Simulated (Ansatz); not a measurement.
## One crystal, many levels of theory: H6PbCBr3N (CH3NH3PbBr3)

What gap does each level of theory give for H6PbCBr3N (CH3NH3PbBr3), and in what time?

Program: Ansatz 0.2.0. Level of theory: density functionals, hybrids and G0W0, plane waves, PAW. Results are calculated unless marked as measured.

The structure was built from a prototype and need not be the compound's stable phase.

### Step 1. Starting point

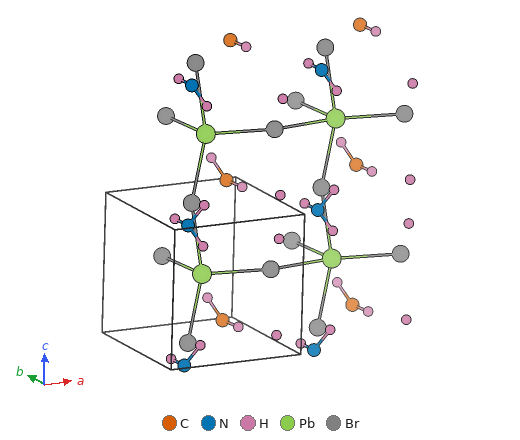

The cell as given, slightly off an axis (carbon orange, nitrogen blue, hydrogen pink, lead green, bromine grey). 2×1×2 cells are drawn. Bonds to atoms that aren't drawn are left out. Some periodic images of atoms are drawn too.

The structure was relaxed with PBEsol-D3(BJ). The runs that relaxed it are not among those shown. Spin-orbit coupling is left out unless a step names it.

The logs state that the PAW files were generated under PBE.

### Step 2. PBEsol on the 4×4×4 mesh

Levels along a band path and on the mesh show where this functional puts the band edges.

This step: DFT, PBEsol, plane waves, PAW; PAW set soft_1.

Input file input.yaml:

```yaml
crystal:
  lattice:
    - [5.8213187309, 0.0324159757, 0.0022712583]
    - [0.0324159757, 5.9404160638, -0.0047210805]
    - [0.0022712583, -0.0047210805, 5.7590484621]
  atoms:
    - { symbol: C, position: [0.9047910036, 0.9540312406, 0.9996755484] }
    - { symbol: "N", position: [0.1331001664, 0.0598188283, 0.000403052] }
    - { symbol: H, position: [0.9282636413, 0.7704293229, 0.9981643961] }
    - { symbol: H, position: [0.2285468519, 1.0146442665, 0.8532031015] }
    - { symbol: H, position: [0.8111075916, 0.007871173, 0.8434813284] }
    - { symbol: H, position: [0.1245904708, 0.2347170579, 0.0016984932] }
    - { symbol: H, position: [0.8109581835, 0.0060073127, 0.1567673347] }
    - { symbol: H, position: [0.2283561027, 1.0132046161, 0.1469151635] }
    - { symbol: Pb, position: [0.484565248, 0.4906182816, 0.4998481534] }
    - { symbol: Br, position: [0.4190289606, 0.5445179638, -0.0001332024] }
    - { symbol: Br, position: [0.4409374489, -0.0132096713, 0.500150562] }
    - { symbol: Br, position: [-0.0243269835, 0.4165431027, 0.4995236299] }
kpoints:
  mp_grid: { grid: [4, 4, 4] }
  band_path:
    path:
      - [[0.0, 0.0, 0.0], [0.5, 0.0, 0.0], [0.5, 0.5, 0.0], [0.0, 0.0, 0.0], [0.5, 0.5, 0.5], [0.5, 0.0, 0.0]]
      - [[0.5, 0.5, 0.0], [0.5, 0.5, 0.5]]
    npoints: 10
hamiltonian:
  xc: pbesol
  pseudopotentials: { kind: paw, azcp: { folder: soft_1 }, xc_functional: pbe }
scf:
  occupations: { method: fermi_dirac, width: 0.02 }
  n_extra_bands: 8
output:
  eigenvalues: true
  forces: true
  stress: true
  write_density: true
  write_potential: true
  elf: true
  volumetric_format: npy
```

Run with:

```bash
$ ansatz run input.yaml --threads 2 --pin off --max-ram 92160MiB --backend cuda --events-out ev --progress --plain --runs-dir out --devices 1 --max-vram 13GiB
```

Numbers of over 12 decimals in the logs are rounded to 6 here.

The log of the run:

```text
scf.n_extra_bands = 8 over 25 filled bands (N_el = 50.0): the run solves 33 bands
GPUs: using 1 of 1 available (devices: 1).
Engine: ansatz 0.2.0, x86_64-unknown-linux-gnu
Pseudopotentials: kind: paw
Pseudopotential: C, paw, valence charge 4, recommended cutoff 420 eV (normal), soft_1/C.paw.azcp
Pseudopotential: N, paw, valence charge 5, recommended cutoff 420 eV (normal), soft_1/N.paw.azcp
Pseudopotential: H, paw, valence charge 1, recommended cutoff 420 eV (normal), soft_1/H.paw.azcp
Pseudopotential: Pb, paw, valence charge 14, recommended cutoff 420 eV (normal), soft_1/Pb.paw.azcp
Pseudopotential: Br, paw, valence charge 7, recommended cutoff 420 eV (normal), soft_1/Br.paw.azcp
Functional definition: PBEsol
  exchange = pbesol_x
  correlation = pbesol_c
device memory: the entry about to start is reckoned to put 2.3 GiB on a device that reports 45.1 GiB free (of which the cap on the GPU budget leaves the run 13.0 GiB)
GPU FFT provider: cuFFT
GPU libraries: cuBLAS 13.8.2, cuFFT 12.4.0, cuSOLVER 12.3.4
Crystal: 12 atoms, lattice volume = 199.148 Å³
Basis set: ecut = 420 eV, 3881 PW (Γ), exchange–correlation on 80×80×80 points (8 copies of the dense FFT grid, shifted against one another)
Bands: 33, of which v1, the nominal top of the filled ones, is band 25 counted from 1 (24 counted from 0)
Symmetry: 1 space group operations
Space group: P1 (ITA 1), of the structure as read, at distance tolerance 5.8e-5 Å
k-points: 36 of 64 (time reversal used)
Non-local potential: C, projectors of the file, l = 0: 2, l = 1: 2, l = 2: 1
Non-local potential: N, projectors of the file, l = 0: 2, l = 1: 2, l = 2: 1
Non-local potential: H, projectors of the file, l = 0: 2, l = 1: 1
Non-local potential: Pb, projectors of the file, l = 0: 2, l = 1: 2, l = 2: 2, l = 3: 1
Non-local potential: Br, projectors of the file, l = 0: 2, l = 1: 2, l = 2: 2
PAW form: soft (Blöchl's): semilocal exchange-correlation on the pseudo side does not see the compensation charge
PAW frozen core: C, regenerated for the run's functional, and the local potential with it (the file was generated under x = pbe(κ = 0.804, μ = 0.219515), c = pbe(β = 0.066725))
PAW frozen core: N, regenerated for the run's functional, and the local potential with it (the file was generated under x = pbe(κ = 0.804, μ = 0.219515), c = pbe(β = 0.066725))
PAW frozen core: Pb, regenerated for the run's functional, and the local potential with it (the file was generated under x = pbe(κ = 0.804, μ = 0.219515), c = pbe(β = 0.066725))
PAW frozen core: Br, regenerated for the run's functional, and the local potential with it (the file was generated under x = pbe(κ = 0.804, μ = 0.219515), c = pbe(β = 0.066725))
PAW one-centre angular grid: C, 110 points (default); XC on 64 Gauss nodes
PAW one-centre angular grid: N, 110 points (default); XC on 64 Gauss nodes
PAW one-centre angular grid: H, 110 points (default); XC on 64 Gauss nodes
PAW one-centre angular grid: Pb, 590 points (default); XC on 64 Gauss nodes
PAW one-centre angular grid: Br, 110 points (default); XC on 64 Gauss nodes
Initial density: superposition of atomic densities (chi_scale 0.1, normalization cell), built separately for each of the 2 bonded fragments (scf.initial_density.interfragment_charge_transfer: auto; true builds it for the cell as a whole; a typed value also counts as a typed key of the start: scf.initial_density.chi_scale says what that changes, if anything)
Initial wavefunctions: pseudopotential atomic-orbital guess
GPU buffer pool allocated for 64000 grid points (all kernels)
GPU transforms: local potential and band sums: pruned to the plane-wave sphere, on 40×40×40
Functional: x = pbesol(κ = 0.804, μ = 0.123457), c = pbesol(β = 0.046)
SCF iter   1: F=—  HF=-20694.341534 eV  |F-HF|=—  |Δ(HF+E_count)|=         —  Δρ=6.41e-2  dr2=7.63e0  ethr=3.10e-3  ⟨swp⟩=7.6  Hψ=5946  notcnv=0
preconditioner: auto → Resta (q_TF=auto, 2.167 Å⁻¹)  ε∞=2.7  [insulator: Δε(μ)=2.016 eV  Ē_g=13.956 eV  σ=0.020 eV  W_gap=1.00  n_scr=30 (ndim 8)  ℏωp=18.2 eV  f_vac=0.023  D(μ)=0.00/eV (n_scr^D=0)  ε∞_Penn≈2.7]
SCF iter   2: F=—  HF=-20692.218495 eV  |F-HF|=—  |Δ(HF+E_count)|=    2.12e0  Δρ=2.95e-2  dr2=1.23e0  ethr=3.10e-3  ⟨swp⟩=3.1  Hψ=2694  notcnv=0  defer=99
SCF iter   3: F=—  HF=-20691.892890 eV  |F-HF|=—  |Δ(HF+E_count)|=   3.26e-1  Δρ=7.03e-3  dr2=8.56e-2  ethr=2.46e-3  ⟨swp⟩=2.1  Hψ=2072  notcnv=0  defer=95
SCF iter   4: F=—  HF=-20691.898267 eV  |F-HF|=—  |Δ(HF+E_count)|=   5.38e-3  Δρ=1.47e-3  dr2=3.83e-3  ethr=1.71e-4  ⟨swp⟩=2.6  Hψ=2283  notcnv=0  defer=93
SCF iter   5: F=—  HF=-20691.902916 eV  |F-HF|=—  |Δ(HF+E_count)|=   4.65e-3  Δρ=5.02e-4  dr2=5.44e-4  ethr=7.67e-6  ⟨swp⟩=2.8  Hψ=2255  notcnv=0  defer=93
SCF iter   6: F=—  HF=-20691.903253 eV  |F-HF|=—  |Δ(HF+E_count)|=   3.37e-4  Δρ=1.94e-4  dr2=7.81e-5  ethr=1.09e-6  ⟨swp⟩=2.0  Hψ=2185  notcnv=0  defer=93
SCF iter   7: F=—  HF=-20691.903221 eV  |F-HF|=—  |Δ(HF+E_count)|=   3.23e-5  Δρ=4.86e-5  dr2=7.15e-6  ethr=1.56e-7  ⟨swp⟩=2.0  Hψ=1921  notcnv=0  defer=93
SCF iter   8: F=—  HF=-20691.903233 eV  |F-HF|=—  |Δ(HF+E_count)|=   1.17e-5  Δρ=1.36e-5  dr2=6.41e-7  ethr=1.43e-8  ⟨swp⟩=2.0  Hψ=1998  notcnv=0  defer=93
SCF iter   9: F=-20691.903234 eV  HF=-20691.903234 eV  |F-HF|=4.53e-8  |Δ(HF+E_count)|=   1.33e-6  Δρ=3.60e-6  dr2=3.62e-8  ethr=2.00e-10  ⟨swp⟩=20.8  Hψ=12076  notcnv=0
SCF 1 converged in 9 iterations: F = -20691.903234 eV  dr2 = 3.62e-8
[...]
device memory: the entry about to start is reckoned to put 1.6 GiB on a device that reports 42.7 GiB free (of which the cap on the GPU budget leaves the run 13.0 GiB)
NSCF: frozen V_eff on 62 k-points
SCF converged after 9 iterations
Free energy (F): -20691.903234 eV
Harris-Foulkes:  -20691.903234 eV  (|F-HF|=4.53e-8)
Internal energy: -20691.903234 eV  (E = F + TS)
E sigma→0 (E₀):  -20691.903234 eV
Fermi energy:    3.751210 eV
--- Per-component energies (eV) ---
  E_band       = -298.883868
  E_kinetic    = 986.400527
  E_local      = -2856.022987  (includes V_loc(G=0)·N_el)
  E_nonlocal   = 525.310689
  E_hartree    = 1012.836661
  E_xc         = -946.583127
  E_vxc        = -665.175827  (∫ρ·V_xc dr)
  E_paw        = -17270.479351  (= ΣΔE_a)
  E_vpaw       = -315.065389  (= ΣTr[D̂ρ^β])
  E_aug_tail   = -0.005247  (compensation charges beyond the density's cutoff)
  E_ewald      = -2143.748580
  E_core_change = 0.388182  (= ΣΔE_core)
  E_smearing   = -0.000000  (= −TS)
  E_closure    = -0.000000  (closes the sum)
  Σ components = -20691.903234   (vs F -20691.903234, Δ=0.00e0)
--- Forces (eV/Å), atoms counted from 1 ---
  atom   1  C     -0.00059599    -0.00031964    -0.00114257
  atom   2  N      0.00334228     0.00047910    -0.00069906
  atom   3  H     -0.00042941    -0.00206648     0.00060809
  atom   4  H     -0.00032140     0.00063830     0.00217440
  atom   5  H     -0.00188849    -0.00049915    -0.00064293
  atom   6  H      0.00237642     0.00165790    -0.00081815
  atom   7  H     -0.00006784    -0.00014986    -0.00009631
  atom   8  H      0.00188148     0.00005551    -0.00043273
  atom   9  Pb    -0.00413739    -0.00300291     0.00008330
  atom  10  Br    -0.00027986     0.00373025     0.00001729
  atom  11  Br    -0.00448059     0.00152775     0.00081133
  atom  12  Br     0.00463755    -0.00204881     0.00013740
  max |Σ_I F_I| component: 3.68e-5 eV/Å
--- Stress (GPa, compression-positive) ---
        0.966024      -0.004061       0.003922
       -0.004061       0.972715       0.002393
        0.003922       0.002393       0.943678
  P = ⅓ Tr σ = 0.9608 GPa (9.608 kbar)
--- Band table (eV; the first three rows and the last of 36) ---
  k-point 0: bands = [... 21 lower, 0.9325, 0.9977, 1.2029, 1.2927, 6.5359, 7.6197, 7.8135, 8.0587, ... 4 higher]
  k-point 1: bands = [... 21 lower, 0.9100, 1.0101, 1.2223, 1.3402, 6.8633, 7.1698, 7.5898, 8.1652, ... 4 higher]
  k-point 2: bands = [... 21 lower, 1.0045, 1.1371, 1.2337, 1.7364, 5.7828, 7.4549, 8.0784, 8.1032, ... 4 higher]
  k-point 35: bands = [... 21 lower, 1.1310, 1.4801, 1.4839, 2.7459, 4.7612, 4.7910, 5.0742, 7.9090, ... 4 higher]
```

It took 8.5 s on 1 × NVIDIA H100 80GB HBM3 (shared by 6 runs) with 2 threads of AMD EPYC 7R13 (Zen 3), shared host; peak memory 1 GiB.

Reading the cycles: dr2 is the Hartree energy of the density residual (eV), the measure of convergence; HF is the Harris–Foulkes estimate of the energy, which meets the free energy F at convergence.

Numbers from this step:

```
pressure             : 0.9608 GPa
filled bands         : 25
gap                  : 2.006 eV
valence top at       : R
conduction bottom at : k = (0.500, 0.500, 0.450)
least direct gap     : 2.015 eV
```

Over mesh and path the gap is 2.006 eV, from k = (0.500, 0.500, 0.500) to k = (0.500, 0.500, 0.450). The least direct gap found is 2.015 eV, at k = (0.500, 0.500, 0.500). On the 4×4×4 mesh alone the same run gives 2.015 eV, so that mesh misses an edge of PBEsol: 2.015 − 2.006 = +0.009 eV.

### Step 3. PBEsol+SOC on the 4×4×4 mesh

This run has two-component orbitals with spin-orbit coupling.

This step: DFT, PBEsol with spin-orbit coupling, plane waves, PAW; PAW set soft_1.

input.yaml: that of step 2 with these lines changed.

```diff
@@ -22,11 +22,17 @@
     path:
-      - [[0.0, 0.0, 0.0], [0.5, 0.0, 0.0], [0.5, 0.5, 0.0], [0.0, 0.0, 0.0], [0.5, 0.5, 0.5], [0.5, 0.0, 0.0]]
-      - [[0.5, 0.5, 0.0], [0.5, 0.5, 0.5]]
-    npoints: 10
+      - [0.0, 0.0, 0.0]
+      - [0.5, 0.0, 0.0]
+      - [0.5, 0.5, 0.0]
+      - [0.5, 0.5, 0.5]
+      - [0.5, 0.5, 0.45]
+    npoints: 1
 hamiltonian:
   xc: pbesol
-  pseudopotentials: { kind: paw, azcp: { folder: soft_1 }, xc_functional: pbe }
+  pseudopotentials: { kind: paw_fr, azcp: { folder: soft_1 }, xc_functional: pbe }
 scf:
-  occupations: { method: fermi_dirac, width: 0.02 }
-  n_extra_bands: 8
+  occupations: { method: fixed }
+  n_extra_bands: 16
+magnetization:
+  noncollinear: true
+  spin_orbit: true
 output:
@@ -35,5 +41 @@
   stress: true
-  write_density: true
-  write_potential: true
-  elf: true
-  volumetric_format: npy
```

The log of the run:

```text
[...]
GPUs: using 1 of 1 available (devices: 1).
[...]
non-collinear run that drives no moment, with spin-orbit: no starting moment large enough to seed its density (crystal.atoms[].spin), no starting occupations that ask for one, no magnetisation constraint and no magnetic field, so the semilocal B_xc is pinned to zero
[...]
GPU FFT provider: cuFFT
GPU libraries: cuBLAS 13.8.2, cuFFT 12.4.0, cuSOLVER 12.3.4
Crystal: 12 atoms, lattice volume = 199.148 Å³
Basis set: ecut = 420 eV, 3881 PW (Γ), exchange–correlation on 80×80×80 points (8 copies of the dense FFT grid, shifted against one another)
Bands: 66, of which v1, the nominal top of the filled ones, is band 50 counted from 1 (49 counted from 0)
Symmetry: 1 space group operations + 1 with time reversal
[...]
k-points: 36 of 64 (time reversal used)
[...]
atom   8  H      0.00291539     0.00049934     0.00038331
  atom   9  Pb     0.01012748     0.00210712     0.00042723
  atom  10  Br     0.00384938     0.00060853    -0.00032305
  atom  11  Br    -0.00405148    -0.00442338     0.00078007
  atom  12  Br    -0.01442743     0.00062680     0.00016275
  max |Σ_I F_I| component: 4.02e-5 eV/Å
--- Stress (GPa, compression-positive) ---
        0.879243       0.007309       0.003967
        0.007308       0.914949       0.002333
        0.003967       0.002333       0.854054
  P = ⅓ Tr σ = 0.8827 GPa (8.827 kbar)
--- Band table (eV; the first three rows and the last of 36) ---
  k-point 0: bands = [... 46 lower, 1.1984, 1.1984, 1.3830, 1.3830, 6.5114, 6.5114, 7.0405, 7.0405, ... 12 higher]
  k-point 1: bands = [... 46 lower, 1.1479, 1.2944, 1.3429, 1.4580, 6.2570, 6.6351, 7.0022, 7.1511, ... 12 higher]
  k-point 2: bands = [... 46 lower, 1.2873, 1.2873, 1.7782, 1.7782, 5.4407, 5.4407, 7.4342, 7.4342, ... 12 higher]
  k-point 35: bands = [... 46 lower, 1.5726, 1.5726, 2.7746, 2.7746, 3.7857, 3.7857, 5.2417, 5.2417, ... 12 higher]
[key lines of the parts left out:]
SCF converged after 9 iterations
Magnetization: |M| = 0.0000 μB,  M = (+0.0000, +0.0000, +0.0000) μB
Free energy (F): -20730.588663 eV
Fermi energy:    2.774590 eV
```

Run time: 18 s. Hardware: 1 × NVIDIA H100 80GB HBM3 (shared by 6 runs) with 2 threads; peak memory 1 GiB.

Numbers from this step:

- pressure: 0.8827 GPa
- gap: 0.8883 eV
- valence top at: k = (0.500, 0.500, 0.450)
- conduction bottom at: k = (0.500, 0.500, 0.450)
- least direct gap: 0.8883 eV

Over mesh and listed points the gap is 0.888 eV, direct, at k = (0.500, 0.500, 0.450). On the 4×4×4 mesh alone the same run gives 1.011 eV, so that mesh misses an edge of PBEsol+SOC: 1.011 − 0.888 = +0.123 eV. PBEsol+SOC against PBEsol: 0.888 − 2.006 = −1.118 eV. Mesh, set of files and cutoff are the same, but the valence top lies at another k point, so this need not be the shift of one pair of states. The spin-orbit run sees mesh and listed points alone, so its gap is an upper bound: the coupling can move an edge off these points, the more so as this crystal has no centre of inversion, and the change over the zone, its sign included where it is small, is not known.

### Step 4. HSE06 on the 4×4×4 mesh

HSE06 mixes in a quarter of exact exchange at short range.

This step: DFT, HSE06, plane waves, PAW; PAW set soft_1.

input.yaml: that of step 3 with these lines changed.

```diff
@@ -29,13 +29,12 @@
 hamiltonian:
-  xc: pbesol
-  pseudopotentials: { kind: paw_fr, azcp: { folder: soft_1 }, xc_functional: pbe }
+  xc: hse06
+  pseudopotentials: { kind: paw, azcp: { folder: soft_1 } }
 scf:
   occupations: { method: fixed }
-  n_extra_bands: 16
-magnetization:
-  noncollinear: true
-  spin_orbit: true
+  n_extra_bands: 8
 output:
   eigenvalues: true
-  forces: true
-  stress: true
+  write_density: true
+  write_potential: true
+  elf: true
+  volumetric_format: npy
```

The log of the run:

```text
[...]
GPUs: using 1 of 1 available (devices: 1).
[...]
davidson cushion auto → on  (no smearing: the cushion is to keep the highest requested band from converging to the state above it; pin scf.eigensolver.cushion to override)
[...]
GPU FFT provider: cuFFT
GPU libraries: cuBLAS 13.8.2, cuFFT 12.4.0, cuSOLVER 12.3.4
Crystal: 12 atoms, lattice volume = 199.148 Å³
Basis set: ecut = 420 eV, 3881 PW (Γ)
[...]
E sigma→0 (E₀):  -21004.076689 eV
Fermi energy:    2.482948 eV
[...]
--- Band table (eV; the first three rows and the last of 36) ---
  k-point 0: bands = [... 21 lower, 0.1838, 0.2608, 0.4586, 0.5554, 7.0926, 8.1622, 8.3872, 8.6247, ... 4 higher]
  k-point 1: bands = [... 21 lower, 0.1684, 0.2795, 0.4866, 0.6543, 7.4103, 7.7271, 8.1522, 8.7336, ... 4 higher]
  k-point 2: bands = [... 21 lower, 0.2506, 0.3933, 0.4913, 1.2416, 6.2458, 8.0158, 8.6621, 8.6841, ... 4 higher]
  k-point 35: bands = [... 21 lower, 0.3943, 0.7492, 0.7559, 2.4829, 5.1805, 5.2243, 5.5002, 8.5031, ... 4 higher]
[key lines of the parts left out:]
Free energy (F): -21004.076689 eV
```

Elapsed: 68 s, on 1 × NVIDIA H100 80GB HBM3 (shared by 6 runs) with 2 threads; peak memory 1.7 GiB.

This step gave:

```yaml
gap: 2.692 eV
valence_top_at: R
conduction_bottom_at: k = (0.500, 0.500, 0.450)
least_direct_gap: 2.698 eV
exact_exchange_fraction: 0.25
```

Over mesh and listed points the gap is 2.692 eV, from k = (0.500, 0.500, 0.500) to k = (0.500, 0.500, 0.450). The least direct gap found is 2.698 eV, at k = (0.500, 0.500, 0.500). On the 4×4×4 mesh alone the same run gives 2.698 eV, so that mesh misses an edge of HSE06: 2.698 − 2.692 = +0.006 eV. HSE06 against PBEsol: 2.692 − 2.006 = +0.686 eV, with the same mesh, files and cutoff, and both edges at the same k points.

### Step 5. HSE06+SOC on the 2×2×2 mesh

This step: DFT, HSE06 with spin-orbit coupling, plane waves, PAW; PAW set soft_1.

input.yaml: that of step 4 with these lines changed.

```diff
@@ -19,3 +19,3 @@
 kpoints:
-  mp_grid: { grid: [4, 4, 4] }
+  mp_grid: { grid: [2, 2, 2] }
   band_path:
@@ -30,11 +30,10 @@
   xc: hse06
-  pseudopotentials: { kind: paw, azcp: { folder: soft_1 } }
+  pseudopotentials: { kind: paw_fr, azcp: { folder: soft_1 } }
 scf:
   occupations: { method: fixed }
-  n_extra_bands: 8
+  n_extra_bands: 16
+magnetization:
+  noncollinear: true
+  spin_orbit: true
 output:
   eigenvalues: true
-  write_density: true
-  write_potential: true
-  elf: true
-  volumetric_format: npy
```

The log of the run:

```text
[...]
exact exchange: scf.exx.singularity resolves to wigner_seitz, which cuts the screened interaction at the faces of the exchange supercell's Wigner-Seitz cell, so that each pair interacts once, at the shortest of its separations (the periodic images that this leaves out come, for a point-like exchange hole, to about 0.001 eV on a filled level). The cut falls within the interaction's reach, and what an exchange supercel [...]
[...]
--- Band table (eV; the first three rows and the last of 8) ---
  k-point 0: bands = [... 46 lower, 0.5268, 0.5268, 0.7054, 0.7054, 7.0814, 7.0814, 7.5689, 7.5689, ... 12 higher]
  k-point 1: bands = [... 46 lower, 0.6046, 0.6046, 1.2536, 1.2536, 5.8618, 5.8618, 7.9662, 7.9662, ... 12 higher]
  k-point 2: bands = [... 46 lower, 0.5661, 0.5661, 1.2058, 1.2058, 5.5326, 5.5326, 7.9093, 7.9093, ... 12 higher]
  k-point 7: bands = [... 46 lower, 0.9026, 0.9026, 2.4531, 2.4531, 4.1048, 4.1048, 5.6711, 5.6711, ... 12 higher]
[key lines of the parts left out:]
Magnetization: |M| = 0.0000 μB,  M = (+0.0000, +0.0000, +0.0000) μB
Free energy (F): -21011.953440 eV
Fermi energy:    2.453061 eV
```

Wall time 32 s (1 × NVIDIA H100 80GB HBM3 (shared by 6 runs) with 2 threads); peak memory 1.6 GiB.

This step gave:

| Property | Result |
| --- | --- |
| gap | 1.542 eV |
| valence top at | k = (0.500, 0.500, 0.450) |
| conduction bottom at | k = (0.500, 0.500, 0.450) |
| least direct gap | 1.542 eV |
| exact-exchange fraction | 0.25 |

Over mesh and listed points the gap is 1.542 eV, direct, at k = (0.500, 0.500, 0.450). On the 2×2×2 mesh alone the same run gives 1.652 eV, so that mesh misses an edge of HSE06+SOC: 1.652 − 1.542 = +0.110 eV. HSE06+SOC against HSE06: 1.542 − 2.692 = −1.150 eV. The runs also differ in mesh (4×4×4 and 2×2×2), and the valence top lies at another k point, so how much of this comes from spin-orbit coupling alone is not known. The spin-orbit run sees mesh and listed points alone, so its gap is an upper bound: the coupling can move an edge off these points, the more so as this crystal has no centre of inversion, and the change over the zone, its sign included where it is small, is not known.

[end of part 1 of 2]

[Paths, hosts, dates, memory and timing lines, banners, echoed tables and standing remarks are left out of the program output.]

[Logs are printed without paths, hosts, clocks, repeated set-up lines and the standing remarks that a program may print on its own settings, such as how far it seeks lower states.]

[Runs of the session that timed out or met a known fault of the program may be left out.]

[Cells called generated may have been cut or substituted from an entry of the Crystallography Open Database or the Materials Project.]

[Hosts, paths, dates, database ids (printed as entryN), source tags and the programs' standing remarks are cut or masked in the printed files.]

[Where an RPA ε∞ is given, it is that of the G0W0 mesh and is not shown converged in it. Names of k-points follow the symmetry that the program found, which can be lower than the space group named. Band edges on a path are those of the sampled points; other points can move an edge, and change direct to indirect where valleys lie close.]

[Hybrid gaps are those of their k-mesh and are not shown converged in it.]
